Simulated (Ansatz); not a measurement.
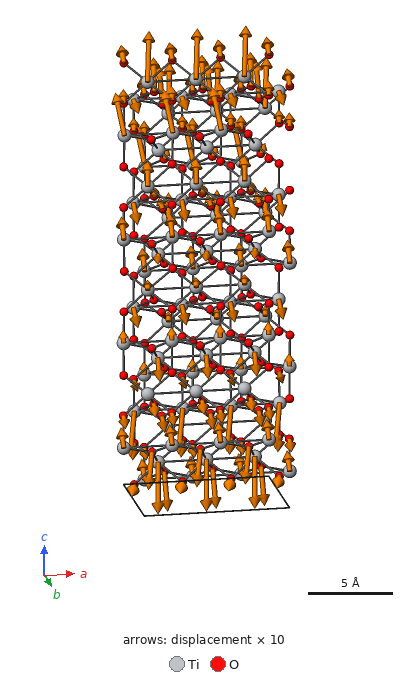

A relaxation of a slab of composition Ti16O32. The starting structure is drawn; orange arrows show the displacements, magnified 10 times.

Style: ball-and-stick. Shown: the 3 × 1 repeat of the cell, outlined in the plane, without the vacuum (origin shifted), from a free direction.

Method: Ansatz, DFT, PBEsol, PAW, plane waves. Settings: plane-wave cutoff 420 eV; k-point mesh 6 × 3 × 1; no spin polarisation; atoms relaxed in a fixed cell; force threshold 0.03 eV/Å; at most 80 steps.

> What did the optimiser do to the structure, and how much energy did it gain?

After 7 geometry steps the energy has fallen by 2.702 eV per cell of the calculation. Largest force component: 3 eV/Å at the start, 0.011 eV/Å at the end. The largest moves relative to the layer's centre, 0.33 Å, are those of Ti atoms. Largest moves by element: Ti 0.33 Å, O 0.24 Å. The lattice vectors keep their values. Among the contacts that change: O–Ti 2.014 → 1.793 Å, O–Ti 1.973 → 2.191 Å, O–Ti 1.940 → 2.138 Å, O–Ti 1.978 → 1.793 Å. Bond angles that change, for instance: Ti–O–Ti 97.2° → 108.2°, Ti–O–Ti 98.6° → 108.2°, Ti–O–Ti 98.5° → 89.4°.
